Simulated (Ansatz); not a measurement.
**HfO2: density, localisation and related maps**

```
Hf O
1.0
     4.88122    0.00000    0.00000
     0.00000    4.88122    0.00000
     0.00000    0.00000    3.23789
Hf O
2 4
Direct
  0.50000 0.00000 0.72909
  0.00000 0.50000 0.27091
  0.69482 0.80518 0.24329
  0.80518 0.30518 0.75671
  0.19482 0.69482 0.75671
  0.30518 0.19482 0.24329
```

Space group P-42₁m; a point of a scan over the structure, not its minimum; a structure from a database of computed crystals, not necessarily the ambient phase; changed on purpose from its base cell (mode 4 frozen in at -0.068 Å, equal normal strain along x, y and z +0.0000); not relaxed (largest force 0.4 eV/Å); PAW files of the earlier set (soft_1).

Level of theory: DFT PBE, scalar-relativistic, plane waves, PAW (Ansatz).

Core electrons are frozen (PAW), and the valence fields are smoothed inside the atomic spheres.

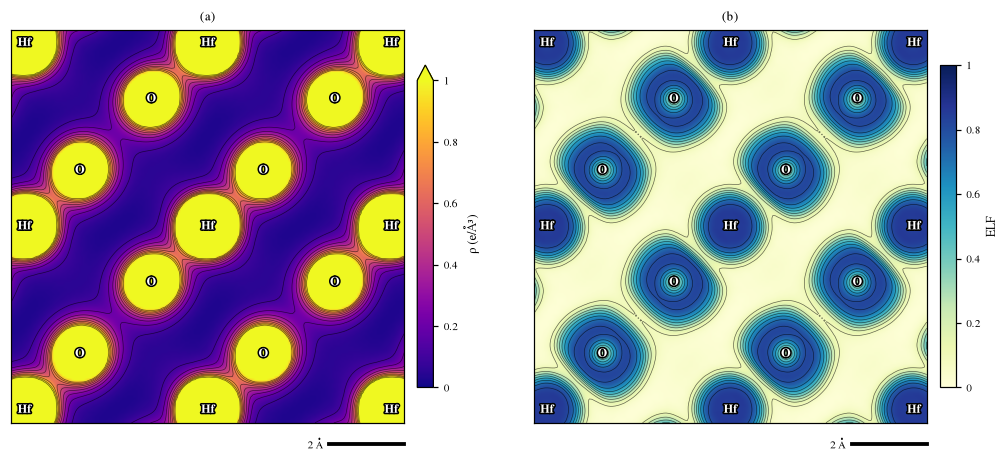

Figure 1. (a) valence pseudo-density; (b) ELF on the (001) plane of the conventional cell.

> Interpret the plot.

- Atoms in the plane: Hf and O.
- Between the atoms the lowest density in this plane is 0.03 e/Å³.
- The features right at Hf lie inside the PAW spheres, where the map follows smoothed inner orbitals and isn't to be read closely.

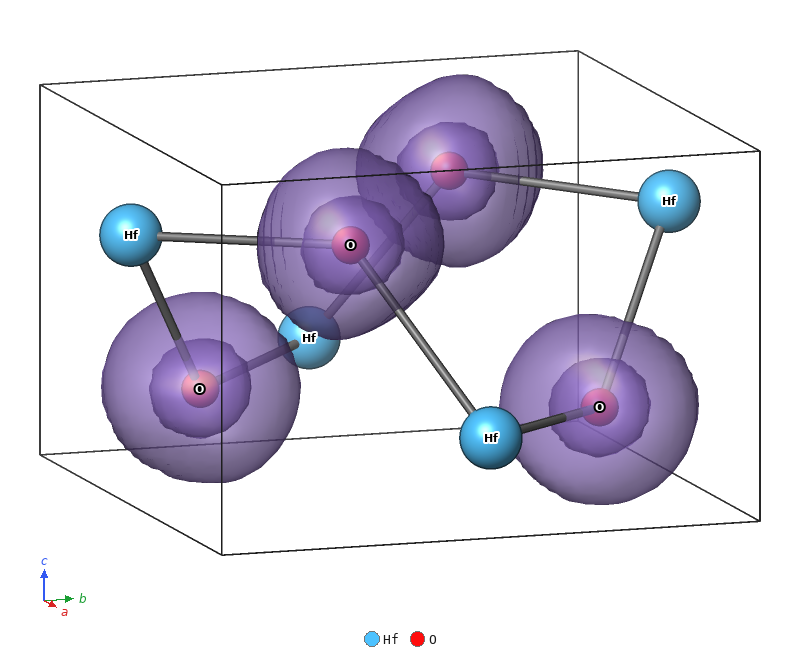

Figure 2. Isosurface of the electron localisation function at 0.75 (purple), seen slightly off an axis. Only the valence region is drawn (cores and ρ < 0.01 e/Å³ removed). Sticks mark near contacts.

> Where are the electrons localised?

At this value the surface marks out four regions wrapped around O (the valence shell of each), counted in one cell of 6 atoms. Any copies at cell faces, edges or corners count once. Along the contacts the grid gives the following. Hf–O (2.07 Å): the ELF peaks at about 0.80 in the valence shell of O, 0.6 Å from its nucleus, and drops to about 0.20 between the two atoms (no localised pair shows between them). Hf–O (2.14 Å): the ELF peaks at about 0.80 in the valence shell of O, 0.6 Å from its nucleus, and drops to about 0.15 between the two atoms; no shared electron pair shows on this line.

> Metal or insulator at this level of theory?

It is gapped, with a Kohn–Sham gap of 3.9 eV on the k-point mesh (the band edges may lie off the mesh, which would make the gap smaller).
